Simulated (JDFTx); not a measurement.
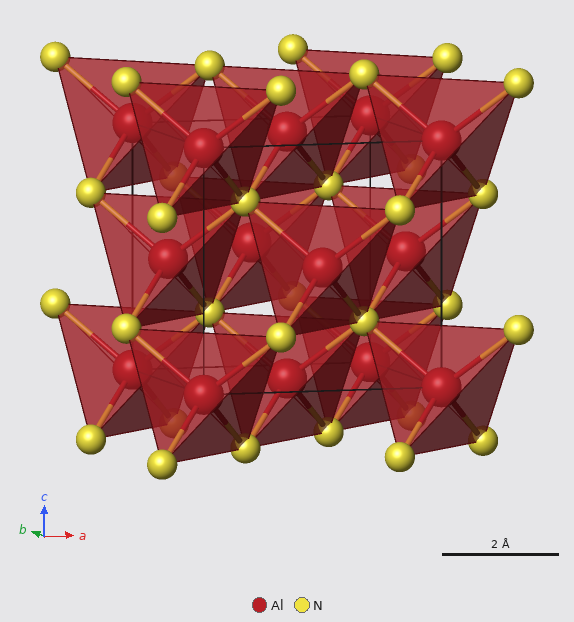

Fig. 1: The structure as given in the input (polyhedral view of the cell 4 times as large as that of the calculation, set on its symmetry axes, seen slightly off an axis; polyhedra are completed across the faces of the cell).

AlN: single-point calculation at one volume of an equation of state

- system: AlN (F-43m, 2 atoms in the cell)
- method: Kohn-Sham DFT of a periodic cell, LDA, PseudoDojo-SR-LDA-0.4.1-standard, no spin polarisation (JDFTx 1.7.0 (patched build))

The structure derives from a Materials Project entry. It belongs to a series of runs on one base structure; here: volume scaled by 0.94.

**Input file**
```
lattice \
    0.0000000000     4.0428985006     4.0428985006 \
    4.0428985006     0.0000000000     4.0428985006 \
    4.0428985006     4.0428985006     0.0000000000
coords-type Lattice
ion Al     0.0000000000     0.0000000000     0.0000000000 1
ion N      0.2500000000     0.2500000000     0.2500000000 1

ion-species pseudo/Al.upf
ion-species pseudo/N.upf
elec-cutoff 42 336
elec-ex-corr lda-PW
kpoint-folding 10 10 10
elec-smearing Fermi 0.0018374661
elec-n-bands 9
electronic-SCF nIterations 100 energyDiffThreshold 1e-09
electronic-minimize nIterations 30 energyDiffThreshold 1e-7
forces-output-coords Cartesian

dump-name run.$VAR
dump End Ecomponents EigStats BandEigs Kpoints Forces Stress ElecDensity Dtot KEdensity
```

Machine: 1 thread of AMD EPYC (Zen 4), 16 GiB of memory available, shared host.

Launch command:
```bash
jdftx -c 1 -i AlN.in -o AlN.out
```

**The program's output**
```
*************** JDFTx 1.7.0 (patched build) ***************

Input parsed successfully to the following command list (including defaults):
[... the input with its defaults ...]

---------- Setting up symmetries ----------

Found 48 point-group symmetries of the bravais lattice
Found 24 space-group symmetries with basis
Applied RMS atom displacement 0 bohrs to make symmetries exact.

---------- Initializing the Grid ----------
R =
[            0       4.0429       4.0429  ]
[       4.0429            0       4.0429  ]
[       4.0429       4.0429            0  ]
unit cell volume = 132.163
G =
[  -0.777064   0.777064   0.777064  ]
[   0.777064  -0.777064   0.777064  ]
[   0.777064   0.777064  -0.777064  ]
Minimum fftbox size, Smin = [  48  48  48  ]
Chosen fftbox size, S = [  48  48  48  ]

---------- Initializing tighter grid for wavefunction operations ----------
R =
[            0       4.0429       4.0429  ]
[       4.0429            0       4.0429  ]
[       4.0429       4.0429            0  ]
unit cell volume = 132.163
G =
[  -0.777064   0.777064   0.777064  ]
[   0.777064  -0.777064   0.777064  ]
[   0.777064   0.777064  -0.777064  ]
Minimum fftbox size, Smin = [  36  36  36  ]
Chosen fftbox size, S = [  36  36  36  ]

---------- Exchange Correlation functional ----------
Initalized Slater LDA exchange.
Initalized Perdew-Wang LDA correlation.

---------- Setting up pseudopotentials ----------
Width of ionic core gaussian charges (only for fluid interactions / plotting) set to 0

Reading pseudopotential file 'pseudo/Al.upf':
  'Al' pseudopotential, 'SLA  PW   NOGX NOGC' functional
  Generated using ONCVPSP code by D. R. Hamann
  3 valence electrons, 2 orbitals, 6 projectors, 1001 radial grid points, with lMax = 2
    3S    l: 0   occupation:  2.0   eigenvalue: -0.287752
    3P    l: 1   occupation:  1.0   eigenvalue: -0.102308
  Core radius for overlap checks: 1.74 bohrs.

Reading pseudopotential file 'pseudo/N.upf':
  'N' pseudopotential, 'SLA  PW   NOGX NOGC' functional
  Generated using ONCVPSP code by D. R. Hamann
  5 valence electrons, 2 orbitals, 4 projectors, 1001 radial grid points, with lMax = 1
    2S    l: 0   occupation:  2.0   eigenvalue: -0.676963
    2P    l: 1   occupation:  3.0   eigenvalue: -0.266038
  Core radius for overlap checks: 1.31 bohrs.

Initialized 2 species with 2 total atoms.

Folded 1 k-points by 10x10x10 to 1000 k-points.

---------- Setting up k-points, bands, fillings ----------
Adding inversion symmetry to k-mesh for non-inversion-symmetric unit cell.
Reduced to 47 k-points under symmetry.
Computing the number of bands and number of electrons
Calculating initial fillings.
nElectrons:   8.000000   nBands: 9   nStates: 47

----- Setting up reduced wavefunction bases (one per k-point) -----
average nbasis = 1718.801 , ideal nbasis = 1718.211

---------- Setting up ewald sum ----------
Optimum gaussian width for ewald sums = 1.836215 bohr.
Real space sum over 1331 unit cells with max indices [  5  5  5  ]
Reciprocal space sum over 2197 terms with max indices [  6  6  6  ]

---------- Allocating electronic variables ----------
Initializing wave functions:  linear combination of atomic orbitals
Note: number of bands (9) exceeds available atomic orbitals (8)
Al pseudo-atom occupations:   s ( 2 )  p ( 1 )
N pseudo-atom occupations:   s ( 2 )  p ( 3 )
	FillingsUpdate:  mu: +0.508992542  nElectrons: 8.000000
LCAOMinimize: Iter:   0  F: -11.9967796362783883  |grad|_K:  1.408e-02  alpha:  1.000e+00
	FillingsUpdate:  mu: +0.379129732  nElectrons: 8.000000
LCAOMinimize: Iter:   1  F: -12.1615222104446552  |grad|_K:  9.516e-04  alpha:  3.857e-01  linmin: -5.193e-01  cgtest:  9.174e-01
LCAOMinimize: Encountered beta<0, resetting CG.
[... 5 lines of inner loops ...]
LCAOMinimize: Iter:   4  F: -12.1622176863784741  |grad|_K:  4.520e-07  alpha:  3.996e-01  linmin:  7.178e-05  cgtest:  1.731e-02
	FillingsUpdate:  mu: +0.366001598  nElectrons: 8.000000
LCAOMinimize: Iter:   5  F: -12.1622176867520668  |grad|_K:  2.140e-09  alpha:  9.611e-01  linmin:  5.864e-02  cgtest: -1.112e-01
LCAOMinimize: Converged (|Delta F|<1.000000e-06 for 2 iters).

-------- Electronic minimization -----------
Will mix electronic density at each iteration.
	FillingsUpdate:  mu: +0.366001598  nElectrons: 8.000000
	FillingsUpdate:  mu: +0.336561492  nElectrons: 8.000000
SCF: Cycle:  0   F: -12.231996359902423   dF: -6.978e-02   |Residual|: 8.770e-02   |deigs|: 2.439e-01
	FillingsUpdate:  mu: +0.321214627  nElectrons: 8.000000
SCF: Cycle:  1   F: -12.236499488681789   dF: -4.503e-03   |Residual|: 2.590e-02   |deigs|: 1.390e-02
	FillingsUpdate:  mu: +0.321768505  nElectrons: 8.000000
SCF: Cycle:  2   F: -12.236553538718823   dF: -5.405e-05   |Residual|: 1.055e-02   |deigs|: 3.286e-03
	FillingsUpdate:  mu: +0.323224188  nElectrons: 8.000000
SCF: Cycle:  3   F: -12.236565509025821   dF: -1.197e-05   |Residual|: 1.009e-03   |deigs|: 1.751e-03
	FillingsUpdate:  mu: +0.323128261  nElectrons: 8.000000
SCF: Cycle:  4   F: -12.236566086771321   dF: -5.777e-07   |Residual|: 5.376e-04   |deigs|: 3.434e-04
	FillingsUpdate:  mu: +0.323241774  nElectrons: 8.000000
SCF: Cycle:  5   F: -12.236566392571953   dF: -3.058e-07   |Residual|: 4.037e-05   |deigs|: 5.228e-04
	FillingsUpdate:  mu: +0.323235051  nElectrons: 8.000000
SCF: Cycle:  6   F: -12.236566426321827   dF: -3.375e-08   |Residual|: 1.816e-05   |deigs|: 1.940e-04
	FillingsUpdate:  mu: +0.323229502  nElectrons: 8.000000
SCF: Cycle:  7   F: -12.236566441082532   dF: -1.476e-08   |Residual|: 2.888e-05   |deigs|: 2.889e-04
	FillingsUpdate:  mu: +0.323235190  nElectrons: 8.000000
SCF: Cycle:  8   F: -12.236566443756328   dF: -2.674e-09   |Residual|: 2.094e-06   |deigs|: 1.100e-04
	FillingsUpdate:  mu: +0.323235380  nElectrons: 8.000000
SCF: Cycle:  9   F: -12.236566444728783   dF: -9.725e-10   |Residual|: 5.394e-06   |deigs|: 8.733e-05
	FillingsUpdate:  mu: +0.323235019  nElectrons: 8.000000
SCF: Cycle: 10   F: -12.236566444891498   dF: -1.627e-10   |Residual|: 1.263e-06   |deigs|: 6.239e-05
SCF: Converged (|Delta E|<1.000000e-09 for 2 iters).

Setting wave functions to eigenvectors of Hamiltonian

# Stress tensor in Cartesian coordinates [Eh/a0^3]:
[ -0.000290578            0            0  ]
[            0 -0.000290578            0  ]
[            0            0 -0.000290578  ]

# Ionic positions in lattice coordinates:
ion Al   0.000000000000000   0.000000000000000   0.000000000000000 1
ion N   0.250000000000000   0.250000000000000   0.250000000000000 1

# Forces in Cartesian coordinates:
force Al  -0.000000000000000  -0.000000000000000  -0.000000000000000 1
force N   0.000000000000000   0.000000000000000   0.000000000000000 1

# Energy components:
   Eewald =      -11.1271275790131838
       EH =        2.7265285019591698
     Eloc =       -7.7665095099494401
      Enl =       -0.7176927225231673
      Exc =       -4.2881839517475377
 Exc_core =        0.6048153802154618
       KE =        8.3316034361671996
-------------------------------------
     Etot =      -12.2365664448914977
       TS =        0.0000000000000003
-------------------------------------
        F =      -12.2365664448914977

IonicMinimize: Iter:   0  F: -12.236566444891498  |grad|_K:  5.781e-36
IonicMinimize: Converged (|grad|_K<1.000000e-04).

#--- Lowdin population analysis ---
# oxidation-state Al +1.071
# oxidation-state N -1.010

Dumping 'run.eigStats' ...
	eMin: -0.289599 at state 0 ( [ +0.000000 +0.000000 +0.000000 ] spin 0 )
	HOMO: +0.268310 at state 0 ( [ +0.000000 +0.000000 +0.000000 ] spin 0 )
	mu  : +0.323235
	LUMO: +0.389151 at state 30 ( [ +0.000000 +0.500000 +0.500000 ] spin 0 )
	eMax: +0.961786 at state 11 ( [ +0.000000 +0.100000 -0.400000 ] spin 0 )
	HOMO-LUMO gap: +0.120842
	Optical gap  : +0.176726 at state 0 ( [ +0.000000 +0.000000 +0.000000 ] spin 0 )
Done!
```

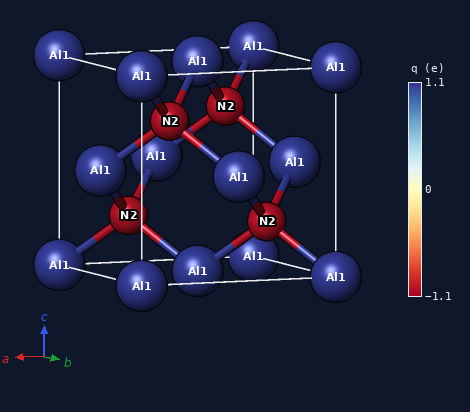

Fig. 2: Löwdin charges, as the colour of each atom (ball-and-stick view of the cell 4 times as large as that of the calculation, set on its symmetry axes, seen at an oblique angle; atoms are numbered from 1 in the order of the input). By element: Al +1.07 and N −1.01 e.

**Key numbers**

```tsv
quantity	value
outcome	converged
space group (tolerance 0.01 Å)	F-43m (216)
electrons treated	8
free energy	−332.9739 eV
gap on the k-point mesh	3.29 eV
pressure	8.55 GPa
largest force (length of the vector)	under 0.001 eV/Å
wall time	21 s
peak memory	0.09 GiB
```

**Notes**

The cell is under a pressure of 8.5 GPa at this level, so it is not at its equilibrium volume.
